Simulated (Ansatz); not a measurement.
## Ge: a changed input and its effect

System: Ge (C2, 8 atoms in the cell).
Method of run A: DFT PBEsol, scalar-relativistic, plane waves, PAW, no spin polarisation (Ansatz 0.2.0).

The structure derives from a Materials Project entry. Text and figures count atoms from 1; the logs count them from 0 in places.

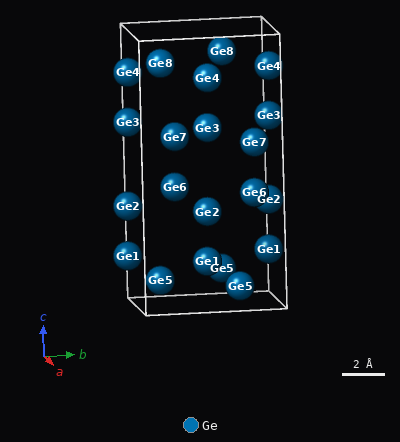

**Figure 1.** The input geometry (spheres-only view of the cell 2 times as large as that of the calculation, set on its symmetry axes, seen slightly off an axis; atoms are numbered from 1 in the order of the input). An atom can appear more than once, as a periodic image.

## Input, run A
```yaml
crystal:
  lattice:
    - [-2.0020822485, -3.4677081753, 0.0]
    - [2.0020822485, -3.4677081753, 0.0]
    - [-0.8008328994, -1.3870832701, 13.1450496104]
  atoms:
    - { symbol: Ge, position: [-0.0627229318, 0.0, 0.1568073295] }
    - { symbol: Ge, position: [-0.1372770682, 0.0, 0.3431926705] }
    - { symbol: Ge, position: [-0.2627229318, 0.0, 0.6568073295] }
    - { symbol: Ge, position: [-0.3372770682, 0.0, 0.8431926705] }
    - { symbol: Ge, position: [0.6290109733, 0.6666666667, 0.0941392333] }
    - { symbol: Ge, position: [0.1709890267, 0.3333333333, 0.4058607667] }
    - { symbol: Ge, position: [0.09567764, 0.3333333333, 0.5941392333] }
    - { symbol: Ge, position: [0.30432236, 0.6666666667, 0.9058607667] }
basis:
  ecutwfc: 420
kpoints:
  mp_grid: { grid: [11, 11, 3] }
hamiltonian:
  xc: pbesol
scf:
  occupations: { method: gaussian, width: 0.15 }
output:
  forces: true
  stress: true
  eigenvalues: true
```

Command:
```bash
ansatz run input.yaml --threads 2 --pin off --max-ram 5120MiB --backend cpu --events-out ev --progress --plain --runs-dir out
```

Hardware: 2 threads of Arm Neoverse V1, 24 GiB of memory available, shared host.

## Output, shortened to warnings, some set-up lines, iterations and results (run A)
```
Basis set: ecut = 420 eV, 3593 PW (Γ), exchange–correlation on 54×54×180 points (8 copies of the dense FFT grid, shifted against one another)
Symmetry: 2 space group operations
k-points: 102 of 363 (time reversal used)
Initial density: superposition of atomic densities (neutral atoms: chi_scale 0, normalization atom), corrected by the library's trained network
[...]
SCF iter   1: F=—  HF=-34027.026836 eV  |F-HF|=—  |Δ(HF+E_count)|=         —  Δρ=3.10e-3  dr2=6.50e-2  ethr=1.77e-3  ⟨swp⟩=5.6  Hψ=24337  notcnv=0  defer=3
SCF iter   2: F=—  HF=-34027.013441 eV  |F-HF|=—  |Δ(HF+E_count)|=   1.34e-2  Δρ=1.19e-3  dr2=6.03e-3  ethr=5.80e-5  ⟨swp⟩=2.1  Hψ=9914  notcnv=0  defer=3
SCF iter   3: F=—  HF=-34027.012105 eV  |F-HF|=—  |Δ(HF+E_count)|=   1.34e-3  Δρ=5.28e-4  dr2=7.39e-4  ethr=5.38e-6  ⟨swp⟩=2.0  Hψ=12135  notcnv=0  defer=3
SCF iter   4: F=—  HF=-34027.011786 eV  |F-HF|=—  |Δ(HF+E_count)|=   3.18e-4  Δρ=9.80e-5  dr2=3.90e-5  ethr=6.60e-7  ⟨swp⟩=2.0  Hψ=12115  notcnv=0  defer=3
SCF iter   5: F=—  HF=-34027.011740 eV  |F-HF|=—  |Δ(HF+E_count)|=   4.62e-5  Δρ=2.67e-5  dr2=1.15e-6  ethr=3.48e-8  ⟨swp⟩=2.0  Hψ=12119  notcnv=0  defer=3
SCF iter   6: F=—  HF=-34027.011741 eV  |F-HF|=—  |Δ(HF+E_count)|=   5.92e-7  Δρ=6.43e-6  dr2=1.13e-7  ethr=8.93e-11  ⟨swp⟩=8.7  Hψ=31952  notcnv=0
SCF iter   7: F=-34027.011741 eV  HF=-34027.011741 eV  |F-HF|=1.16e-9  |Δ(HF+E_count)|=   4.12e-8  Δρ=2.30e-6  dr2=9.80e-9  ethr=8.93e-11  ⟨swp⟩=4.0  Hψ=20398  notcnv=0
SCF 1 converged in 7 iterations: F = -34027.011741 eV  dr2 = 9.80e-9
SCF converged after 7 iterations
Free energy (F): -34027.011741 eV
Harris-Foulkes:  -34027.011741 eV  (|F-HF|=1.16e-9)
Internal energy: -34026.992270 eV  (E = F + TS)
E sigma→0 (E₀):  -34027.002005 eV
Entropy (-TS):   -0.019471 eV (-2.434 meV/atom)
Fermi energy:    8.070124 eV
--- Per-component energies (eV) ---
  E_band       = -1221.519340
  E_kinetic    = 890.383786
  E_local      = -19730.612356  (includes V_loc(G=0)·N_el)
  E_nonlocal   = 3357.997038
  E_hartree    = 8638.792939
  E_xc         = -598.997729
  E_vxc        = -516.744549  (∫ρ·V_xc dr)
  E_paw        = -15829.544166  (= ΣΔE_a)
  E_vpaw       = -2500.128017  (= ΣTr[D̂ρ^β])
  E_aug_tail   = 0.002595  (compensation charges beyond the density's cutoff)
  E_ewald      = -10762.357865
  E_core_change = 7.343490  (= ΣΔE_core)
  E_smearing   = -0.019471  (= −TS)
  E_closure    = 0.000000  (closes the sum)
  Σ components = -34027.011741   (vs F -34027.011741, Δ=0.00e0)
--- Forces (eV/Å), atoms counted from 1 ---
  atom   1  Ge     0.03154214    -0.14680124     0.07921956
  atom   2  Ge     0.11704376     0.08503922     0.09796354
  atom   3  Ge    -0.01512425    -0.14388248    -0.09796354
  atom   4  Ge     0.14290468     0.04608433    -0.07921956
  atom   5  Ge     0.23025969     0.72816469    -0.67196847
  atom   6  Ge    -0.01748330    -0.04051135     0.00584659
  atom   7  Ge     0.02634220     0.03539666    -0.00584659
  atom   8  Ge    -0.51547928    -0.56349308     0.67196847
  max |Σ_I F_I| component: 5.64e-6 eV/Å
--- Stress (GPa, compression-positive) ---
        0.044862      -0.837678       1.233826
       -0.837678      -0.922406       2.137049
        1.233826       2.137049       0.783547
  P = ⅓ Tr σ = -0.0313 GPa (-0.313 kbar)
```

The input of run B differs as follows (lines with − go, lines with + come):
```diff
-    - [-0.8008328994, -1.3870832701, 13.1450496104]
+    - [-0.4004164497, -0.6935416351, 13.1450496104]
-    - { symbol: Ge, position: [-0.0627229318, 0.0, 0.1568073295] }
-    - { symbol: Ge, position: [-0.1372770682, 0.0, 0.3431926705] }
-    - { symbol: Ge, position: [-0.2627229318, 0.0, 0.6568073295] }
-    - { symbol: Ge, position: [-0.3372770682, 0.0, 0.8431926705] }
-    - { symbol: Ge, position: [0.6290109733, 0.6666666667, 0.0941392333] }
-    - { symbol: Ge, position: [0.1709890267, 0.3333333333, 0.4058607667] }
-    - { symbol: Ge, position: [0.09567764, 0.3333333333, 0.5941392333] }
-    - { symbol: Ge, position: [0.30432236, 0.6666666667, 0.9058607667] }
+    - { symbol: Ge, position: [-0.0313614659, 0.0, 0.1568073295] }
+    - { symbol: Ge, position: [-0.0686385341, 0.0, 0.3431926705] }
+    - { symbol: Ge, position: [-0.1313614659, 0.0, 0.6568073295] }
+    - { symbol: Ge, position: [-0.1686385341, 0.0, 0.8431926705] }
+    - { symbol: Ge, position: [0.64783882, 0.6666666667, 0.0941392333] }
+    - { symbol: Ge, position: [0.25216118, 0.3333333333, 0.4058607667] }
+    - { symbol: Ge, position: [0.2145054867, 0.3333333333, 0.5941392333] }
+    - { symbol: Ge, position: [0.4854945133, 0.6666666667, 0.9058607667] }
```

What does this change do to the results?

With the same functional and potentials, run B lies 82.8 meV per atom lower. The largest force goes from 1.017 to 0.792 eV/Å. The SCF takes 8 iterations against 7. The plane waves at Γ go from 3593 to 3601.

## Output, shortened to warnings, some set-up lines, iterations and results (run B)
```
Basis set: ecut = 420 eV, 3601 PW (Γ), exchange–correlation on 54×54×180 points (8 copies of the dense FFT grid, shifted against one another)
Symmetry: 2 space group operations
k-points: 102 of 363 (time reversal used)
Initial density: superposition of atomic densities (neutral atoms: chi_scale 0, normalization atom), corrected by the library's trained network
[...]
SCF iter   1: F=—  HF=-34027.681732 eV  |F-HF|=—  |Δ(HF+E_count)|=         —  Δρ=2.40e-3  dr2=1.38e-2  ethr=1.77e-3  ⟨swp⟩=5.6  Hψ=24350  notcnv=0
SCF iter   2: F=—  HF=-34027.675403 eV  |F-HF|=—  |Δ(HF+E_count)|=   6.33e-3  Δρ=8.55e-4  dr2=3.80e-3  ethr=1.23e-5  ⟨swp⟩=2.0  Hψ=13672  notcnv=0
SCF iter   3: F=—  HF=-34027.674672 eV  |F-HF|=—  |Δ(HF+E_count)|=   7.31e-4  Δρ=5.57e-4  dr2=2.24e-3  ethr=3.39e-6  ⟨swp⟩=2.0  Hψ=12155  notcnv=0
SCF iter   4: F=—  HF=-34027.674135 eV  |F-HF|=—  |Δ(HF+E_count)|=   5.37e-4  Δρ=1.83e-4  dr2=8.89e-5  ethr=2.00e-6  ⟨swp⟩=2.0  Hψ=7503  notcnv=0
SCF iter   5: F=—  HF=-34027.674080 eV  |F-HF|=—  |Δ(HF+E_count)|=   5.44e-5  Δρ=3.31e-5  dr2=7.05e-6  ethr=7.94e-8  ⟨swp⟩=2.0  Hψ=12146  notcnv=0
SCF iter   6: F=—  HF=-34027.674079 eV  |F-HF|=—  |Δ(HF+E_count)|=   1.15e-6  Δρ=8.22e-6  dr2=4.52e-7  ethr=6.30e-9  ⟨swp⟩=2.8  Hψ=11977  notcnv=0
SCF iter   7: F=—  HF=-34027.674079 eV  |F-HF|=—  |Δ(HF+E_count)|=   2.74e-9  Δρ=2.73e-6  dr2=1.11e-7  ethr=8.93e-11  ⟨swp⟩=8.1  Hψ=27516  notcnv=0
SCF iter   8: F=-34027.674079 eV  HF=-34027.674079 eV  |F-HF|=2.63e-9  |Δ(HF+E_count)|=   9.20e-9  Δρ=9.66e-7  dr2=4.54e-9  ethr=8.93e-11  ⟨swp⟩=3.1  Hψ=18794  notcnv=0
SCF 1 converged in 8 iterations: F = -34027.674079 eV  dr2 = 4.54e-9
SCF converged after 8 iterations
Free energy (F): -34027.674079 eV
Harris-Foulkes:  -34027.674079 eV  (|F-HF|=2.63e-9)
Internal energy: -34027.669066 eV  (E = F + TS)
E sigma→0 (E₀):  -34027.671573 eV
Entropy (-TS):   -0.005013 eV (-0.627 meV/atom)
Fermi energy:    8.324169 eV
--- Per-component energies (eV) ---
  E_band       = -1220.383329
  E_kinetic    = 891.374969
  E_local      = -19794.908319  (includes V_loc(G=0)·N_el)
  E_nonlocal   = 3360.245901
  E_hartree    = 8672.499656
  E_xc         = -599.305515
  E_vxc        = -517.253033  (∫ρ·V_xc dr)
  E_paw        = -15832.102102  (= ΣΔE_a)
  E_vpaw       = -2504.846198  (= ΣTr[D̂ρ^β])
  E_aug_tail   = 0.002613  (compensation charges beyond the density's cutoff)
  E_ewald      = -10732.819758
  E_core_change = 7.343490  (= ΣΔE_core)
  E_smearing   = -0.005013  (= −TS)
  E_closure    = -0.000000  (closes the sum)
  Σ components = -34027.674079   (vs F -34027.674079, Δ=0.00e0)
--- Forces (eV/Å), atoms counted from 1 ---
  atom   1  Ge    -0.02014889    -0.13917569     0.01344616
  atom   2  Ge     0.07708695     0.10837360     0.04097627
  atom   3  Ge    -0.05531081    -0.12094605    -0.04097627
  atom   4  Ge     0.11045523     0.08703729    -0.01344616
  atom   5  Ge     0.25825372     0.57850617    -0.47495310
  atom   6  Ge    -0.02336712    -0.04224938    -0.01574347
  atom   7  Ge     0.02490547     0.04136121     0.01574347
  atom   8  Ge    -0.37187418    -0.51290736     0.47495310
  max |Σ_I F_I| component: 3.59e-7 eV/Å
--- Stress (GPa, compression-positive) ---
        0.111296      -0.284650       1.039411
       -0.284650      -0.217390       1.800313
        1.039411       1.800313      -0.427777
  P = ⅓ Tr σ = -0.1780 GPa (-1.780 kbar)
```

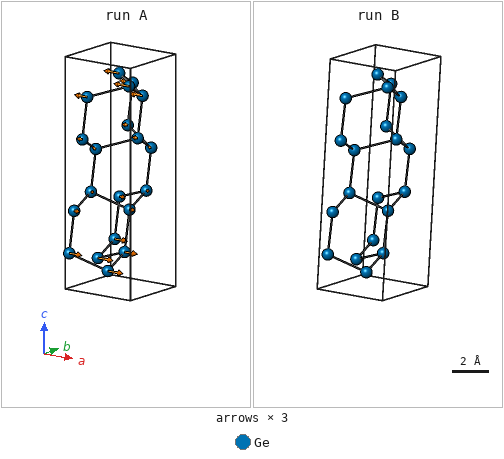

**Figure 2.** The two input geometries at one scale (ball-and-stick view of the cell 2 times as large as that of the calculation, set on its symmetry axes, seen slightly off an axis). The orange arrows on the first give the shifts of the atoms relative to the cell, with their mean removed, magnified 3 times. The largest moves relative to the cell, 0.33 Å, are those of Ge atoms. (The mean shift of all atoms is removed.) The drawn cell changes at constant volume: a stays at 4.004 Å, b stays at 6.935 Å, c 13.242 → 13.169 Å (−0.6 %), β 96.9° → 93.5°. Among the contacts that change: Ge–Ge 2.948 → 2.601 Å.

## The two runs side by side

```tsv
quantity	run A	run B
outcome	converged	converged
free energy per atom (eV)	−4253.3765	−4253.4593
energy per atom, smearing taken to zero (eV)	−4253.3753	−4253.4589
gap on the mesh (eV)	0.00	0.00
pressure (GPa)	−0.03	−0.18
largest force (eV/Å)	1.017	0.792
SCF iterations	7	8
irreducible k-points	102	102
plane waves at Γ	3593	3601
wall time (shared host)	55 s	58 s
```
